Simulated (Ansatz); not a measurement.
# BeNi (Pm-3m): relaxing the cell for a phonon run

Aim: bring BeNi (Pm-3m) to small forces and stress, as phonons need.

Main program and level: Ansatz 0.2.0; DFT PBEsol, scalar-relativistic, plane waves, PAW.

## 1. Starting point

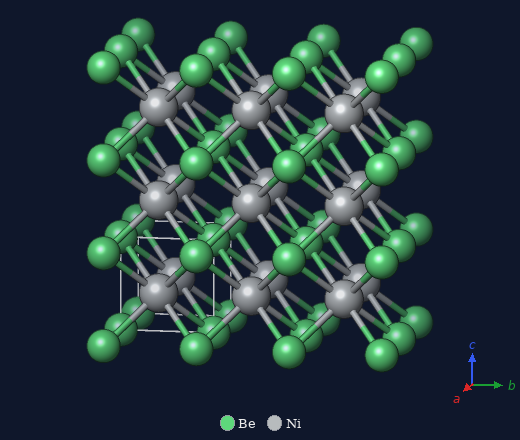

Start, viewed slightly off an axis; beryllium green, nickel light grey. 2×3×3 cells are drawn. Some periodic images of atoms are drawn too.

## 2. Probe on a coarse mesh

First a cheap look: the gap decides the mesh and the occupations, the pressure tells how far the cell has to move.

Input file input.yaml:

```yaml
crystal:
  lattice:
    - [2.58699959, 0.0, 0.0]
    - [0.0, 2.58699959, 0.0]
    - [0.0, 0.0, 2.58699959]
  atoms:
    - { symbol: Be, position: [0.0, 0.0, 0.0] }
    - { symbol: Ni, position: [0.5, 0.5, 0.5] }
kpoints:
  mp_grid: { grid: [8, 8, 8] }
hamiltonian:
  xc: pbesol
scf:
  occupations: { method: gaussian, width: 0.1 }
output:
  forces: true
  stress: true
  eigenvalues: true
```

Launch:

```sh
$ ansatz run input.yaml --threads 4 --pin off --max-ram 7168MiB --backend cpu --events-out ev --progress --plain --runs-dir out
```

Numbers of over 12 decimals in the logs are rounded to 6 here.

What it wrote:

```text
Engine: ansatz 0.2.0, aarch64-unknown-linux-gnu
Pseudopotentials: kind: paw
Pseudopotential: Be, paw, valence charge 2, recommended cutoff 420 eV (normal), Be.paw.azcp
Pseudopotential: Ni, paw, valence charge 18, recommended cutoff 420 eV (normal), Ni.paw.azcp
Functional definition: PBEsol
  exchange = pbesol_x
  correlation = pbesol_c
Crystal: 2 atoms, lattice volume = 17.314 Å³
[...]
--- Band table (eV; the first three rows and the last of 35) ---
  k-point 0: bands = [... 6 lower, 11.5050, 13.8606, 13.8606, 13.8606, 22.1443, 22.1443, 22.1443, 29.4673]
  k-point 1: bands = [... 6 lower, 11.5664, 13.6784, 13.6784, 13.8732, 20.4709, 22.6418, 22.6418, 29.5385]
  k-point 2: bands = [... 6 lower, 11.7180, 13.2838, 13.2838, 13.9039, 17.7676, 23.9708, 23.9708, 29.7452]
  k-point 34: bands = [... 6 lower, 10.4632, 14.4866, 14.4866, 20.8471, 20.8471, 20.8471, 21.3406, 21.3406]
[key lines of the parts left out:]
SCF converged after 6 iterations
Free energy (F): -5896.313706 eV
Fermi energy:    15.134737 eV
P = ⅓ Tr σ = -0.9607 GPa (-9.607 kbar)
```

It took 0.93 s on 4 threads of Arm Neoverse V1, shared host; peak memory 0.26 GiB.

This run has no spin polarisation, although Ni can carry a moment.

Numbers from this step:

```yaml
pressure: -0.9607 GPa
volume_per_atom: 8.657 Å³
gap_on_the_k_mesh: 0 eV
```

The coarse mesh shows no gap and a pressure of -1.0 GPa.

## 3. Relaxation

Harmonic phonons are second derivatives at a point where the forces vanish, and they are wanted at zero stress, so atoms and cell are relaxed first.

input.yaml, the sections that differ from step 2:

```yaml
kpoints:
  mp_grid: { grid: [16, 16, 16] }
output:
  forces: true
  stress: true
  eigenvalues: true
  write_density: true
  write_potential: true
  elf: true
  volumetric_format: npy
relax:
  adjacent_minimum: "off"
  f_tol: 0.005
  max_steps: 80
  cell: { stress_tol: 0.05 }
# crystal, hamiltonian, scf: as in step 2
```

What it wrote:

```text
[...]
Crystal: 2 atoms, lattice volume = 17.314 Å³
Basis set: ecut = 420 eV, 341 PW (Γ), exchange–correlation on 36×36×36 points (8 copies of the dense FFT grid, shifted against one another)
Bands: 14, of which v1, the nominal top of the filled ones, is band 10 counted from 1 (9 counted from 0)
Symmetry: 48 space group operations
[...]
k-points: 165 of 4096
[...]
SCF iter   1: F=—  HF=-5896.309812 eV  |F-HF|=—  |Δ(HF+E_count)|=         —  Δρ=1.82e-2  dr2=3.00e-2  ethr=1.77e-3  ⟨swp⟩=5.0  Hψ=11798  notcnv=0
[...]
SCF iter   6: F=-5896.304927 eV  HF=-5896.304927 eV  |F-HF|=3.09e-11  |Δ(HF+E_count)|=  2.49e-10  Δρ=1.00e-6  dr2=7.85e-11  ethr=6.15e-11  ⟨swp⟩=5.7  Hψ=12169  notcnv=0
SCF 1 converged in 6 iterations: F = -5896.304927 eV  dr2 = 7.85e-11
[...]
relax step   1: F+E_penalty+E_count = -5896.30492718 eV  Δ(F+E_penalty+E_count) = +0.000e0 eV  max|allowed force component| = 3.037e-29 eV/Å  Δτ_max = 0.0000 Å  P = -0.857 GPa  Ω = 17.314 Å³  (6 SCF iters, dr2 threshold 1.00e-7 eV, accepted)
Crystal: 2 atoms, lattice volume = 17.278 Å³
[...]
iter 1 solved again at ethr=2.76e-7 eV; its pass at ethr=3.10e-3 eV (dr2=5.52e-5 eV) is discarded
[...]
SCF iter   6: F=-5896.305082 eV  HF=-5896.305082 eV  |F-HF|=2.73e-12  |Δ(HF+E_count)|=  9.09e-13  Δρ=2.14e-8  dr2=6.30e-14  ethr=1.00e-12  ⟨swp⟩=3.9  Hψ=9187  notcnv=0
SCF 2 converged in 6 iterations: F = -5896.305082 eV  dr2 = 6.30e-14
relax step   2: F+E_penalty+E_count = -5896.30508182 eV  Δ(F+E_penalty+E_count) = -1.546e-4 eV  max|allowed force component| = 2.136e-31 eV/Å  Δτ_max = 0.0000 Å  P = -0.455 GPa  Ω = 17.278 Å³  energy of the carried Pulay correction = +8.524e-6 eV  (6 SCF iters, dr2 threshold 2.00e-7 eV, accepted)
Crystal: 2 atoms, lattice volume = 17.238 Å³
[...]
SCF iter   6: F=-5896.305148 eV  HF=-5896.305148 eV  |F-HF|=9.09e-13  |Δ(HF+E_count)|=  2.73e-12  Δρ=2.22e-8  dr2=7.07e-14  ethr=1.00e-12  ⟨swp⟩=3.9  Hψ=9341  notcnv=0
SCF 3 converged in 6 iterations: F = -5896.305148 eV  dr2 = 7.07e-14
relax step   3: F+E_penalty+E_count = -5896.30514824 eV  Δ(F+E_penalty+E_count) = -6.642e-5 eV  max|allowed force component| = 3.550e-30 eV/Å  Δτ_max = 0.0000 Å  P = +0.003 GPa  Ω = 17.238 Å³  energy of the carried Pulay correction = +1.815e-5 eV  (6 SCF iters, dr2 threshold 2.00e-7 eV, accepted)
[...]
SCF iter   9: F=-5896.305131 eV  HF=-5896.305131 eV  |F-HF|=1.82e-12  |Δ(HF+E_count)|=    0.00e0  Δρ=1.68e-10  dr2=4.28e-18  ethr=1.00e-12  ⟨swp⟩=2.0  Hψ=6169  notcnv=0
SCF 4 converged in 9 iterations: F = -5896.305131 eV  dr2 = 4.28e-18
relax step   4: F+E_penalty+E_count = -5896.30513127 eV  Δ(F+E_penalty+E_count) = +1.696e-5 eV  max|allowed force component| = 8.743e-30 eV/Å  Δτ_max = 0.0000 Å  P = +0.003 GPa  Ω = 17.238 Å³  stress off target by 2.69e-3 GPa  SCF on the basis re-selected at this cell (its energy is not comparable with the rows above)  (9 SCF iters)
basis re-selected at this cell: Δ(F+E_penalty+E_count) = +1.696e-5 eV, ΔP = -0.001 GPa vs the last step (what re-selecting the basis moved, of the pressure what is left beyond the Pulay correction that the steps carried, after the strain that the cell walked since its last selection, with what the two solves' SCF thresholds leave and, on support functions, any second-order correction that the steps lacked; it is no m [...]
SCF converged after 9 iterations
Free energy (F): -5896.305131 eV
[...]
Internal energy: -5896.300191 eV  (E = F + TS)
E sigma→0 (E₀):  -5896.302661 eV
Entropy (-TS):   -0.004940 eV (-2.470 meV/atom)
Fermi energy:    15.273344 eV
[...]
--- Stress (GPa, compression-positive) ---
        0.002688       0.000000       0.000000
       -0.000000       0.002688      -0.000000
        0.000000      -0.000000       0.002688
  P = ⅓ Tr σ = 0.0027 GPa (0.027 kbar)
--- Band table (eV; the first three rows and the last of 165) ---
  k-point 0: bands = [... 6 lower, 11.5673, 13.9379, 13.9379, 13.9379, 22.2423, 22.2423, 22.2423, 29.5842]
  k-point 1: bands = [... 6 lower, 11.5833, 13.8890, 13.8890, 13.9412, 21.7380, 22.3702, 22.3702, 29.6018]
  k-point 2: bands = [... 6 lower, 11.6291, 13.7545, 13.7545, 13.9506, 20.5666, 22.7418, 22.7418, 29.6543]
  k-point 164: bands = [... 6 lower, 10.5192, 14.5687, 14.5687, 20.9440, 20.9440, 20.9440, 21.4427, 21.4427]
--- Relaxed structure (3 steps of the walk, 3 accepted, 1 SCFs on fresh bases) ---
  F+E_penalty+E_count = -5896.30513127 eV   max|allowed force component| = 8.743e-30 eV/Å   (the final SCF, on the basis selected at the relaxed cell)
  cell:  # Å, volume = 17.2378 Å³
    - [2.583215, 0, 0]
    - [0, 2.583215, 0]
    - [0, 0, 2.583215]
  atoms:
    - { symbol: Be, position: [0, 0, 0] }
    - { symbol: Ni, position: [0.500000, 0.500000, 0.500000] }
```

Elapsed: 3.7 s, on 4 threads; peak memory 0.35 GiB; 13 s of CPU time.

Relaxation path:

| step | energy less that of the first step (eV) | largest force component (eV/Å) | pressure (GPa) | volume (Å³) |
| --- | --- | --- | --- | --- |
| 1 | 0.0000 | 0.0000 | -0.86 | 17.31 |
| 2 | -0.0002 | 0.0000 | -0.46 | 17.28 |
| 3 | -0.0002 | 0.0000 | 0.00 | 17.24 |
| 4* | -0.0002 | 0.0000 | 0.00 | 17.24 |

Relaxation steps marked * repeat the geometry before them on a plane-wave basis chosen anew for their cell, so energy and pressure can jump there.

The run keeps the 48 symmetry operations that it works with, so distortions that break them were not tested.

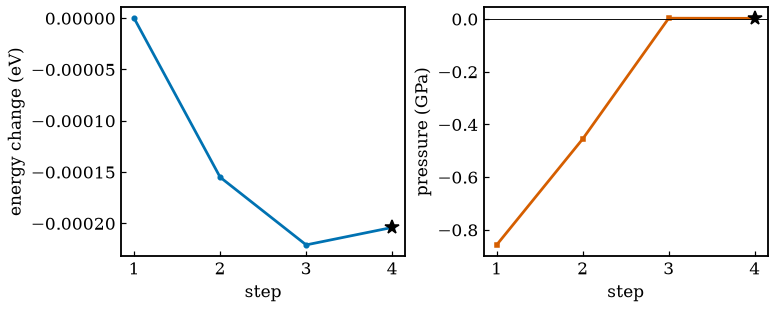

Energy and pressure along the relaxation. Stars mark steps on a basis chosen anew.

```
conventional cell, symmetrised  before  after  change
                         a (Å)   2.587  2.583  -0.1 %
                         b (Å)   2.587  2.583  -0.1 %
                         c (Å)   2.587  2.583  -0.1 %
              volume (Å³/atom)    8.66   8.62  -0.4 %
```

Final coordinates:

```cif
data_structure
_symmetry_space_group_name_H-M 'P 1'
_symmetry_Int_Tables_number 1
_cell_length_a 2.5832
_cell_length_b 2.5832
_cell_length_c 2.5832
_cell_angle_alpha 90.000
_cell_angle_beta 90.000
_cell_angle_gamma 90.000
_cell_volume 17.24
loop_
_atom_site_label
_atom_site_type_symbol
_atom_site_fract_x
_atom_site_fract_y
_atom_site_fract_z
_atom_site_occupancy
Be1 Be 0.00000 0.00000 0.00000 1
Ni2 Ni 0.50000 0.50000 0.50000 1
```

This step gave:

```yaml
pressure: 0.002688 GPa
volume_per_atom: 8.619 Å³
```

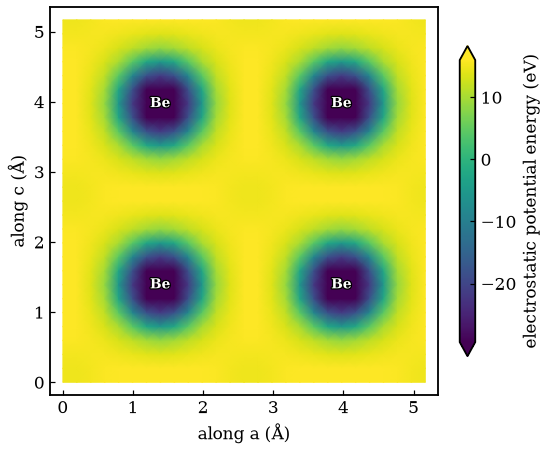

Electrostatic potential energy in the ac plane at fractional y = 0.000, with atoms of Be within 0.2 Å of it. With pseudopotentials it is smooth inside the atoms' cores, unlike the true potential. The map starts off the cell's origin, so that atoms lie inside it.

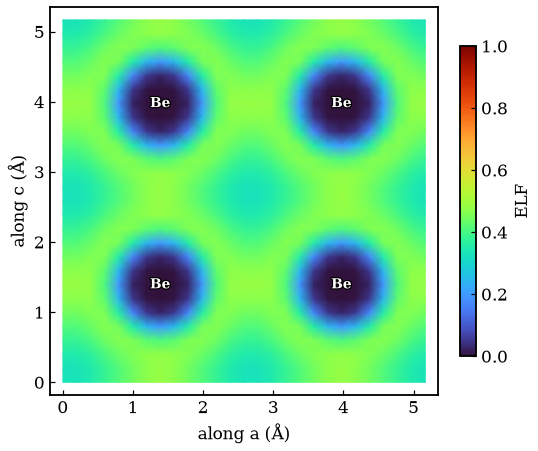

ELF in the ac plane at fractional y = 0.000, with atoms of Be within 0.2 Å of it. It is the smooth field of the valence electrons, not physical close to the nuclei. The map starts off the cell's origin, so that atoms lie inside it.

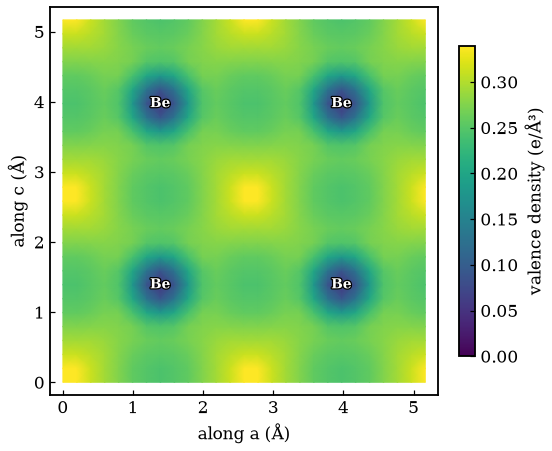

Valence density in the ac plane at fractional y = 0.000, with atoms of Be within 0.2 Å of it. It is the smooth field of the valence electrons, not physical close to the nuclei. The map starts off the cell's origin, so that atoms lie inside it.

In this step the volume went from 8.66 to 8.62 Å³/atom.

## 4. Tight relaxation

Phonons need a cell at rest on their own settings, so the relaxation is repeated with tight tolerances on forces and stress on the k mesh and occupations of the first response run.

Input file input.yaml:

```yaml
crystal:
  lattice:
    - [2.5832154353, 0.0, 0.0]
    - [0.0, 2.5832154353, 0.0]
    - [0.0, 0.0, 2.5832154353]
  atoms:
    - { symbol: Be, position: [0.0, 0.0, 0.0] }
    - { symbol: Ni, position: [0.5, 0.5, 0.5] }
kpoints:
  mp_grid: { grid: [16, 16, 16] }
hamiltonian:
  xc: pbesol
scf:
  occupations: { method: methfessel_paxton, width: 0.15 }
output:
  forces: true
  stress: true
  eigenvalues: true
relax:
  adjacent_minimum: "off"
  f_tol: 0.001
  max_steps: 60
  cell: { stress_tol: 0.01 }
```

What it wrote:

```text
[...]
Crystal: 2 atoms, lattice volume = 17.238 Å³
Basis set: ecut = 420 eV, 341 PW (Γ), exchange–correlation on 36×36×36 points (8 copies of the dense FFT grid, shifted against one another)
Bands: 14, of which v1, the nominal top of the filled ones, is band 10 counted from 1 (9 counted from 0)
[... 1 set-up line as in the run before ...]
[...]
k-points: 165 of 4096
[...]
k-point 164: bands = [... 6 lower, 10.5211, 14.5714, 14.5714, 20.9470, 20.9470, 20.9470, 21.4459, 21.4459]
--- Relaxed structure (3 steps of the walk, 3 accepted, 1 SCFs on fresh bases) ---
[...]
cell:  # Å, volume = 17.2354 Å³
    - [2.583097, 0.0, 0.0]
    - [0.0, 2.583097, 0.0]
    - [0.0, 0.0, 2.583097]
  atoms:
    - { symbol: Be, position: [0, 0, 0] }
    - { symbol: Ni, position: [0.5, 0.5, 0.5] }
[key lines of the parts left out:]
SCF converged after 7 iterations
Free energy (F): -5896.302796 eV
Fermi energy:    15.281887 eV
P = ⅓ Tr σ = 0.0012 GPa (0.012 kbar)
```

Wall time 4 s (4 threads); peak memory 0.35 GiB; 12 s of CPU time.

Little changed from the start: no atom moved by 0.005 Å and no cell edge by 0.1 %.

This step gave:

* pressure: 0.001203 GPa
* volume per atom: 8.618 Å³

The forces vanish by symmetry and the pressure is 0.001 GPa, within the tolerances set. The cell now holds 8.62 Å³/atom.

## 5. Summary of results

| Quantity | Value |
| --- | --- |
| space group after relaxation | Pm-3m |
| lattice constant a | 2.583 Å |
| lattice constant b | 2.583 Å |
| lattice constant c | 2.583 Å |
| volume per atom | 8.62 Å³ |

In words: The forces vanish by symmetry and the pressure is 0.001 GPa, within the tolerances set. The cell now holds 8.62 Å³/atom. The relaxation keeps the symmetry of its start, so it says nothing on stability against lower symmetry. The runs are without spin polarisation, although Ni often carries a moment.

[Logs are printed without paths, hosts, clocks, repeated set-up lines and the standing remarks that a program may print on its own settings, such as how far it seeks lower states.]

[Hosts, paths, dates, database ids (printed as entryN), source tags and the programs' standing remarks are cut or masked in the printed files.]
